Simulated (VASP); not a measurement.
**Geometry relaxation, with input and output: CaH$_{8}$ (part 2 of 2)**

CaH$_{8}$ (9 atoms in the cell); Kohn-Sham DFT of a periodic cell, PBE, VASP PAW PBE potentials, recommended, no spin polarisation (VASP 6.6.1); cutoff 600 eV, 7×7×7 k-mesh, Gaussian smearing of 0.05 eV. The structure was built on a prototype by a generator; it need not be a known phase.

Geometry of the input (Å; fractional positions):
```
0.0000  3.5465  3.5465
3.5465  0.0000  3.5465
3.5465  3.5465  0.0000
Ca 0.5000  0.5000  0.5000
H  0.6809  0.6809  0.6809
H  0.6809  0.6809  0.9573
H  0.6809  0.9573  0.6809
H  0.9573  0.6809  0.6809
H  0.3191  0.3191  0.0427
H  0.3191  0.3191  0.3191
H  0.3191  0.0427  0.3191
H  0.0427  0.3191  0.3191
```

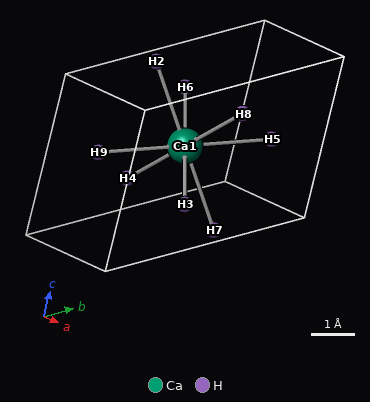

*The geometry at step 1 of the log (ball-and-stick view of the reduced cell, seen slightly off an axis; atoms are numbered from 1 in the order of the input).*

Parts of OUTCAR, continued:
```
------------------------ aborting loop because EDIFF is reached ----------------------------------------

  FORCE on cell =-STRESS in cart. coord.  units (eV):
  Direction    XX          YY          ZZ          XY          YZ          ZX
  --------------------------------------------------------------------------------------
  -------------------------------------------------------------------------------------
  Total        0.0311994      0.0311994      0.0311994      0.0003638      0.0003638      0.0003638
  in kB        0.5602932      0.5602932      0.5602932      0.0065331      0.0065331      0.0065331
  external PRESSURE =       0.5602932 kB  Pullay stress =       0.0000000 kB

 VOLUME and BASIS-vectors are now :
 -----------------------------------------------------------------------------
  energy-cutoff  :      600.00
  volume of cell :       89.22
      direct lattice vectors                 reciprocal lattice vectors
     0.000000000  3.546530000  3.546530000    -0.140982876  0.140982876  0.140982876
     3.546530000  0.000000000  3.546530000     0.140982876 -0.140982876  0.140982876
     3.546530000  3.546530000  0.000000000     0.140982876  0.140982876 -0.140982876

 POSITION                                       TOTAL-FORCE (eV/Angst)
 -----------------------------------------------------------------------------------
      3.54653      3.54653      3.54653         0.000000     -0.000000      0.000000
      4.82966      4.82966      4.82966         0.004426      0.004426      0.004426
      5.80985      5.80985      4.82966        -0.004435     -0.004435      0.004341
      5.80985      4.82966      5.80985        -0.004435      0.004341     -0.004435
      4.82966      5.80985      5.80985         0.004341     -0.004435     -0.004435
      1.28321      1.28321      2.26340         0.004435      0.004435     -0.004341
      2.26340      2.26340      2.26340        -0.004426     -0.004426     -0.004426
      1.28321      2.26340      1.28321         0.004435     -0.004341      0.004435
      2.26340      1.28321      1.28321        -0.004341      0.004435      0.004435
 -----------------------------------------------------------------------------------
    total drift:                                0.000000     -0.000000      0.000000

  FREE ENERGIE OF THE ION-ELECTRON SYSTEM (eV)
  ---------------------------------------------------
  free  energy   TOTEN  =       -17.8555514174 eV

  energy  without entropy=      -17.8555307638  energy(sigma->0) =      -17.85554109

--------------------------------------- Ionic step        2  -------------------------------------------

 number of electron      17.9999994 magnetization

 Free energy of the ion-electron system (eV)
  ---------------------------------------------------
  ext. energy  EPLUGINS =         0.00000000
  ---------------------------------------------------
  free energy    TOTEN  =       -17.85558340 eV

  energy without entropy =      -17.85556240  energy(sigma->0) =      -17.85557290

 E-fermi :  -0.7704     XC(G=0):  -7.6454     alpha+bet : -5.8264

 val. band max:       -0.8845139281   @ k =   0.2857   0.2857  -0.4286
 cond. band min:      -0.6631280934   @ k =   0.1429   0.1429   0.2857
 fundamental gap:      0.2213858347
 Fermi energy:        -0.7703573654

 k-point     1 :       0.0000    0.0000    0.0000
  band No.  band energies     occupation
      1     -40.4747      2.00000
      2     -21.5548      2.00000
      3     -21.5548      2.00000
      4     -21.5548      2.00000
      5     -10.0921      2.00000
      6      -8.0029      2.00000
      7      -1.6301      2.00000
      8      -1.6301      2.00000
      9      -1.6301      2.00000
     10       0.6188      0.00000
     11       0.6191      0.00000
     12       0.6191      0.00000
     13       3.5482      0.00000
     14       3.5482      0.00000

 k-point     2 :       0.1429    0.0000    0.0000
  band No.  band energies     occupation
      1     -40.4746      2.00000
      2     -21.5587      2.00000
      3     -21.5553      2.00000
      4     -21.5553      2.00000
      5      -9.9812      2.00000
      6      -8.1329      2.00000
      7      -1.5546      2.00000
      8      -1.5546      2.00000
      9      -1.3811      2.00000
     10       0.0624      0.00000
     11       0.4423      0.00000
     12       0.4425      0.00000
     13       3.5601      0.00000
     14       3.5602      0.00000

 k-point     3 :       0.1429    0.1429    0.1429
  band No.  band energies     occupation
      1     -40.4746      2.00000
      2     -21.5587      2.00000
      3     -21.5553      2.00000
      4     -21.5553      2.00000
      5      -9.9812      2.00000
      6      -8.1329      2.00000
      7      -1.5546      2.00000
      8      -1.5546      2.00000
      9      -1.3810      2.00000
     10       0.0622      0.00000
     11       0.4425      0.00000
     12       0.4425      0.00000
     13       3.5602      0.00000
     14       3.5602      0.00000

 k-point     4 :       0.2857    0.0000    0.0000
  band No.  band energies     occupation
      1     -40.4744      2.00000
      2     -21.5673      2.00000
      3     -21.5564      2.00000
      4     -21.5564      2.00000
      5      -9.6830      2.00000
      6      -8.4457      2.00000
      7      -1.3399      2.00000
      8      -1.3399      2.00000
      9      -1.1951      2.00000
     10      -0.4658      0.00000
     11       0.0287      0.00000
     12       0.0289      0.00000
     13       3.5900      0.00000
     14       3.5901      0.00000

 k-point     5 :       0.2857    0.2857    0.2857
  band No.  band energies     occupation
      1     -40.4744      2.00000
      2     -21.5673      2.00000
      3     -21.5564      2.00000
      4     -21.5564      2.00000
      5      -9.6830      2.00000
      6      -8.4458      2.00000
      7      -1.3399      2.00000
      8      -1.3399      2.00000
      9      -1.1952      2.00000
     10      -0.4658      0.00000
     11       0.0289      0.00000
     12       0.0289      0.00000
     13       3.5900      0.00000
     14       3.5900      0.00000

 [... the levels of 18 k-points are left out ...]

 k-point    24 :       0.4286    0.2857    0.0000
  band No.  band energies     occupation
      1     -40.4741      2.00000
      2     -21.5724      2.00000
      3     -21.5609      2.00000
      4     -21.5594      2.00000
      5      -9.3214      2.00000
      6      -8.6744      2.00000
      7      -2.5674      2.00000
      8      -1.5343      2.00000
      9      -1.4816      2.00000
     10       0.1718      0.00000
     11       0.1784      0.00000
     12       1.0997      0.00000
     13       2.9084      0.00000
     14       4.0100      0.00000

 [... further k-points ...]

------------------------ aborting loop because EDIFF is reached ----------------------------------------

  FORCE on cell =-STRESS in cart. coord.  units (eV):
  Direction    XX          YY          ZZ          XY          YZ          ZX
  --------------------------------------------------------------------------------------
  -------------------------------------------------------------------------------------
  Total        0.0250196      0.0250196      0.0250196      0.0003237      0.0003237      0.0003237
  in kB        0.4490895      0.4490895      0.4490895      0.0058105      0.0058105      0.0058105
  external PRESSURE =       0.4490895 kB  Pullay stress =       0.0000000 kB

 VOLUME and BASIS-vectors are now :
 -----------------------------------------------------------------------------
  energy-cutoff  :      600.00
  volume of cell :       89.26
      direct lattice vectors                 reciprocal lattice vectors
     0.000013832  3.547130030  3.547130030    -0.140959852  0.140959303  0.140959303
     3.547130030  0.000013832  3.547130030     0.140959303 -0.140959852  0.140959303
     3.547130030  3.547130030  0.000013832     0.140959303  0.140959303 -0.140959852

 POSITION                                       TOTAL-FORCE (eV/Angst)
 -----------------------------------------------------------------------------------
      3.54714      3.54714      3.54714        -0.000000      0.000000      0.000000
      4.83070      4.83070      4.83070         0.002606      0.002606      0.002606
      5.81063      5.81063      4.83070        -0.002631     -0.002631      0.002525
      5.81063      4.83070      5.81063        -0.002631      0.002525     -0.002631
      4.83070      5.81063      5.81063         0.002525     -0.002631     -0.002631
      1.28364      1.28364      2.26357         0.002631      0.002631     -0.002525
      2.26357      2.26357      2.26357        -0.002606     -0.002606     -0.002606
      1.28364      2.26357      1.28364         0.002631     -0.002525      0.002631
      2.26357      1.28364      1.28364        -0.002525      0.002631      0.002631
 -----------------------------------------------------------------------------------
    total drift:                               -0.000000     -0.000000      0.000000

  FREE ENERGIE OF THE ION-ELECTRON SYSTEM (eV)
  ---------------------------------------------------
  free  energy   TOTEN  =       -17.8555833994 eV

  energy  without entropy=      -17.8555624034  energy(sigma->0) =      -17.85557290

 reached required accuracy - stopping structural energy minimisation
```

CONTCAR:
```
CaH8
   1.00000000000000
     0.0000138315641494    3.5471300295369295    3.5471300295369295
     3.5471300295369295    0.0000138315641494    3.5471300295369295
     3.5471300295369295    3.5471300295369295    0.0000138315641494
  Ca              H
     1     8
Direct
     0.5000000000000000    0.5000000000000000    0.5000000000000000
     0.6809301007063712    0.6809301007063712    0.6809301007063712
     0.6809295259121978    0.6809295259121978    0.9571901463402513
     0.6809295259121978    0.9571901463402513    0.6809295259121978
     0.9571901463402513    0.6809295259121978    0.6809295259121978
     0.3190704740878021    0.3190704740878021    0.0428098536597486
     0.3190698992936288    0.3190698992936288    0.3190698992936288
     0.3190704740878021    0.0428098536597486    0.3190704740878021
     0.0428098536597486    0.3190704740878021    0.3190704740878021

  0.00000000E+00  0.00000000E+00  0.00000000E+00
  0.00000000E+00  0.00000000E+00  0.00000000E+00
  0.00000000E+00  0.00000000E+00  0.00000000E+00
  0.00000000E+00  0.00000000E+00  0.00000000E+00
  0.00000000E+00  0.00000000E+00  0.00000000E+00
  0.00000000E+00  0.00000000E+00  0.00000000E+00
  0.00000000E+00  0.00000000E+00  0.00000000E+00
  0.00000000E+00  0.00000000E+00  0.00000000E+00
  0.00000000E+00  0.00000000E+00  0.00000000E+00
```

Trajectory as extended XYZ (Å, eV, eV/Å), 2 frames, from step=0 to step=1:
```
9
Lattice="0.0000 3.5465 3.5465 3.5465 0.0000 3.5465 3.5465 3.5465 0.0000" Properties=species:S:1:pos:R:3:forces:R:3 step=0 energy=-17.85555
Ca    3.5465    3.5465    3.5465    0.0000   0.0000   0.0000
H     4.8297    4.8297    4.8297    0.0044   0.0044   0.0044
H     5.8099    5.8099    4.8297   -0.0044  -0.0044   0.0043
H     5.8099    4.8297    5.8099   -0.0044   0.0043  -0.0044
H     4.8297    5.8099    5.8099    0.0043  -0.0044  -0.0044
H     1.2832    1.2832    2.2634    0.0044   0.0044  -0.0043
H     2.2634    2.2634    2.2634   -0.0044  -0.0044  -0.0044
H     1.2832    2.2634    1.2832    0.0044  -0.0043   0.0044
H     2.2634    1.2832    1.2832   -0.0043   0.0044   0.0044
9
Lattice="0.0000 3.5471 3.5471 3.5471 0.0000 3.5471 3.5471 3.5471 0.0000" Properties=species:S:1:pos:R:3:forces:R:3 step=1 energy=-17.85558
Ca    3.5471    3.5471    3.5471    0.0000   0.0000   0.0000
H     4.8307    4.8307    4.8307    0.0026   0.0026   0.0026
H     5.8106    5.8106    4.8307   -0.0026  -0.0026   0.0025
H     5.8106    4.8307    5.8106   -0.0026   0.0025  -0.0026
H     4.8307    5.8106    5.8106    0.0025  -0.0026  -0.0026
H     1.2836    1.2836    2.2636    0.0026   0.0026  -0.0025
H     2.2636    2.2636    2.2636   -0.0026  -0.0026  -0.0026
H     1.2836    2.2636    1.2836    0.0026  -0.0025   0.0026
H     2.2636    1.2836    1.2836   -0.0025   0.0026   0.0026
```

Results in brief:

- outcome: converged
- space group (tolerance 0.01 Å): Fm-3m (225)
- electrons treated: 18
- free energy: −17.8556 eV
- Fermi energy: −0.770 eV
- gap on the k-point mesh: 0.22 eV
- pressure: 0.04 GPa
- final volume: 89.26 Å³
- largest force (length of the vector) at the end: 0.005 eV/Å
- final cell: a = 5.016 Å, b = 5.016 Å, c = 5.016 Å, α = 60.00°, β = 60.00°, γ = 60.00°
- wall time: 62 s
- peak memory: 0.28 GiB
